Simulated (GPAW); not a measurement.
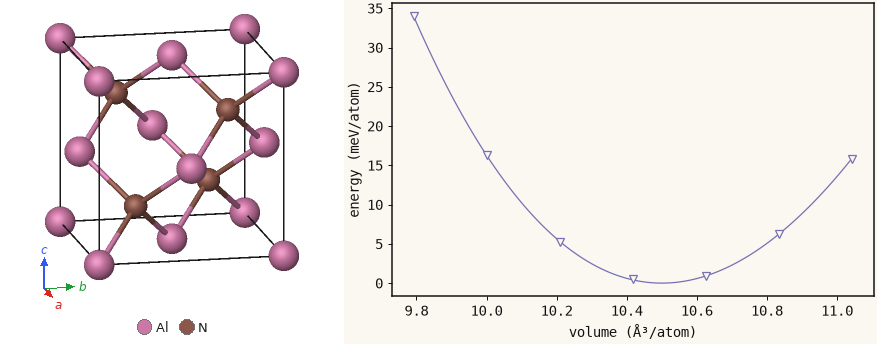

Plotted: energy against volume for AlN, space group F-43m (No. 216). The conventional cell is drawn beside the plot.

Structure:
```yaml
crystal:
  lattice:
    - [0.00000, 2.18399, 2.18399]
    - [2.18399, 0.00000, 2.18399]
    - [2.18399, 2.18399, 0.00000]
  atoms:
    - { symbol: Al, position: [0.00000, 0.00000, 0.00000] }
    - { symbol: N, position: [0.25000, 0.25000, 0.25000] }
```

Computed with GPAW 26.7.0: PAW DFT in plane waves, on a grid or in atomic orbitals, no spin polarisation; energies at scaled volumes of the given cell, shape and fractions fixed, counted from the fit's minimum, third-order Birch-Murnaghan fit. Level: PBE with D4.

k mesh 10×10×10; occupations Fermi–Dirac; smearing width 0.05 eV; potentials GPAW PAW data sets (gpaw data 1.2.1); wave cutoff 800 eV; program settings basis pw.

This calculation gives: equilibrium volume 10.50 Å³/atom and bulk modulus 200 GPa.

Now the level changes from PBE with D4 to rSCAN with D4 with rSCAN with D4. How do these quantities change?

The equilibrium volume falls from 10.50 to 10.34 Å³/atom (−1.5 %) and the bulk modulus rises from 200 to 217 GPa (+8.5 %).

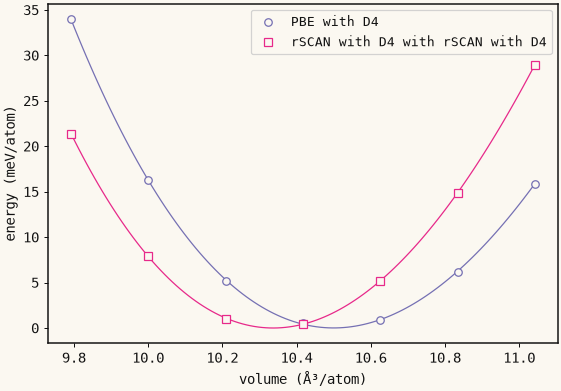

The two results together.

For rSCAN with D4 with rSCAN with D4, limits of the calculation: the fit and the printed pressures don't fully agree, or the minimum lies near the end of the range.

V0 and the bulk modulus come from third-order Birch–Murnaghan fits.
